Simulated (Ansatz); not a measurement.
Fe: several calculations on one system

**1. Relaxation**

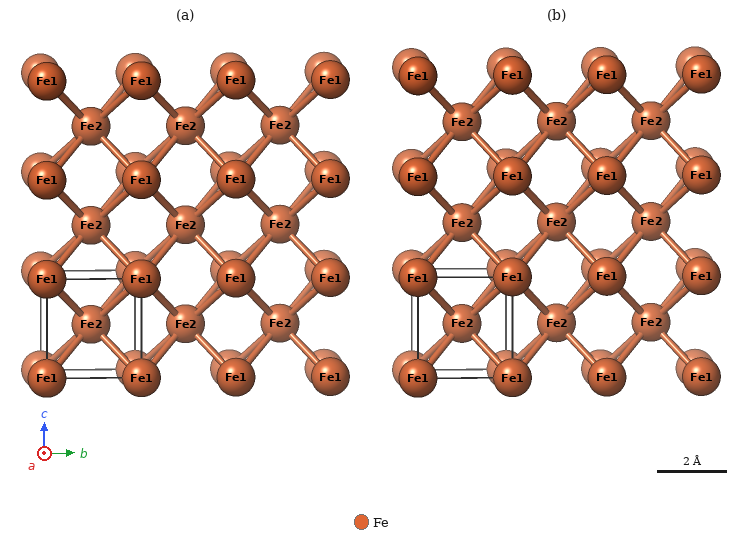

The structure of crystalline Fe (set up in I4/mmm) before (left) and after (right) a relaxation, at one scale.

Style: ball-and-stick. Shown: the cell of the calculation, repeated 1 × 3 × 3 with one cell outlined, from a free direction.

Case: biaxial strain in the a-b plane of -3.0 %; c and atoms relaxed.

Method: DFT PBE, scalar-relativistic, plane waves, PAW (Ansatz 0.2.0).

Input
```yaml
crystal:
  lattice:
    - [2.7467357296, 0.0, 0.0]
    - [0.0, 2.7467357296, 0.0]
    - [0.0, 0.0, 2.8826566729]
  atoms:
    - { symbol: Fe, position: [0.0, 0.0, 0.0], spin: 2.44 }
    - { symbol: Fe, position: [0.5, 0.5, 0.5], spin: 2.44 }
basis:
  ecutwfc: 420
kpoints:
  mp_grid: { grid: [14, 14, 14] }
hamiltonian:
  xc: pbe
scf:
  occupations: { method: gaussian, width: 0.1 }
output:
  forces: true
  stress: true
  eigenvalues: true
  populations: true
magnetization:
  spin_polarized: true
relax:
  adjacent_minimum: "off"
  f_tol: 0.008
  max_steps: 40
  cell: { stress_tol: 0.05, fix: [a, b, gamma] }
```

Describe what moved and what it gained.

The energy falls by 5.9 meV per cell of the calculation in 3 accepted moves (4 points after the start). All forces vanish by symmetry, so only the cell relaxes. Pressure: 9.52 GPa at the start and 5.64 GPa at the end. The SCF was repeated once at an unchanged geometry on a basis and grid sized afresh for the cell, which shifted the energy by 0.3 meV per cell of the calculation at most. The atoms keep their places relative to the cell (all moves are under 0.005 Å). The drawn cell changes as follows: a = b unchanged at 2.747 Å, c 2.883 → 2.935 Å (+1.8 %); the volume changes by +1.8 %. Near-neighbour distances that change, for instance: Fe1–Fe2 2.419 → 2.434 Å. The space group stays I4/mmm (No. 139).

**2. Relaxation**

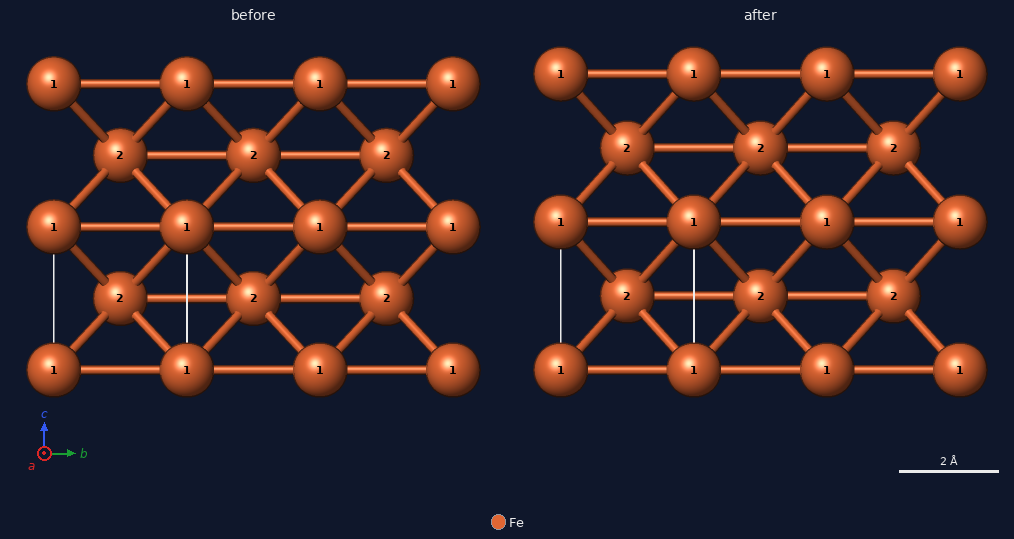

The structure of solid Fe (set up in I4/mmm) before (left) and after (right) a relaxation, at one scale.

Style: ball-and-stick. Shown: the cell of the calculation, repeated 1 × 3 × 2 with one cell outlined, along the a axis.

Case: biaxial strain in the a-b plane of -4.5 %; c and atoms relaxed.

Method: DFT PBE, scalar-relativistic, plane waves, PAW (Ansatz).

The input:
```yaml
crystal:
  lattice:
    - [2.7042604348, 0.0, 0.0]
    - [0.0, 2.7042604348, 0.0]
    - [0.0, 0.0, 2.9081418498]
  atoms:
    - { symbol: Fe, position: [0.0, 0.0, 0.0], spin: 2.44 }
    - { symbol: Fe, position: [0.5, 0.5, 0.5], spin: 2.44 }
basis:
  ecutwfc: 420
kpoints:
  mp_grid: { grid: [14, 14, 14] }
hamiltonian:
  xc: pbe
scf:
  occupations: { method: gaussian, width: 0.1 }
output:
  forces: true
  stress: true
  eigenvalues: true
  populations: true
magnetization:
  spin_polarized: true
relax:
  adjacent_minimum: "off"
  f_tol: 0.008
  max_steps: 40
  cell: { stress_tol: 0.05, fix: [a, b, gamma] }
```

**Describe what moved and what it gained.**

No atom moves by more than 0.005 Å relative to the cell. Cell: a = b unchanged at 2.704 Å, c 2.908 → 3.008 Å (+3.4 %). Volume +3.4 %. Some distances before and after: Fe1–Fe2 2.402 → 2.433 Å. The space group stays I4/mmm (No. 139). The energy falls by 17.7 meV per cell of the calculation in 5 accepted moves (7 points after the start). All forces vanish by symmetry, so only the cell relaxes. Pressure: 15.54 GPa at the start and 8.09 GPa at the end. At 2 points the geometry stayed and the basis and grid were re-selected for the new cell (energy shift of 0.6 meV per cell of the calculation at most each time). The run took about 2 core-minutes on a shared host.

**3. A change**

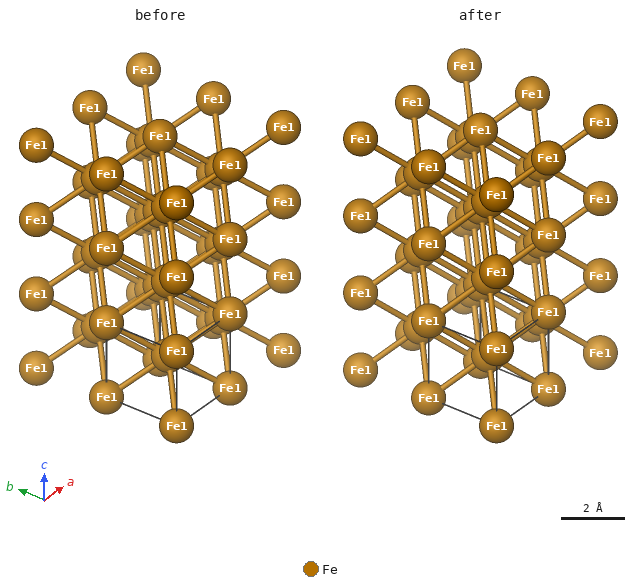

Left: a crystal of Fe (set up in Im-3m). Right: the same structure after one change, at the same scale. The picture is a ball-and-stick view of the cell of the calculation, repeated 2 × 2 × 3 with one cell outlined, seen from a free direction.

Method: DFT PBE, scalar-relativistic, plane waves, PAW in Ansatz 0.2.0. Set-up: plane-wave cutoff 420 eV; k-point mesh 14 × 14 × 14; occupations gaussian; smearing width 0.1 eV; collinear spin.

Question: Which change leads from the left to the right?

Answer: Biaxial strain in the a–b plane, −3.0 %, is applied. The c axis and the atoms are relaxed.

Question: And its effect?

Answer: The volume changes by −2.5 %, with a = b 2.832 → 2.747 Å (−3.0 %), c 2.832 → 2.935 Å (+3.6 %). The atoms keep their places relative to the cell (all moves are under 0.005 Å). Near-neighbour distances before and after: Fe–Fe 2.452 → 2.434 Å. The space group (tolerance 0.01 Å) goes from Im-3m (No. 229) to I4/mmm (No. 139). It costs 18.3 meV per atom. Pressure: −0.1 GPa before, 5.6 GPa after. The principal stresses (compression positive) are 0.0 GPa along c and 8.4 GPa across it. The absolute magnetisation per cell goes from 4.57 to 4.49 μB (net moment 4.34 and 4.28 μB).
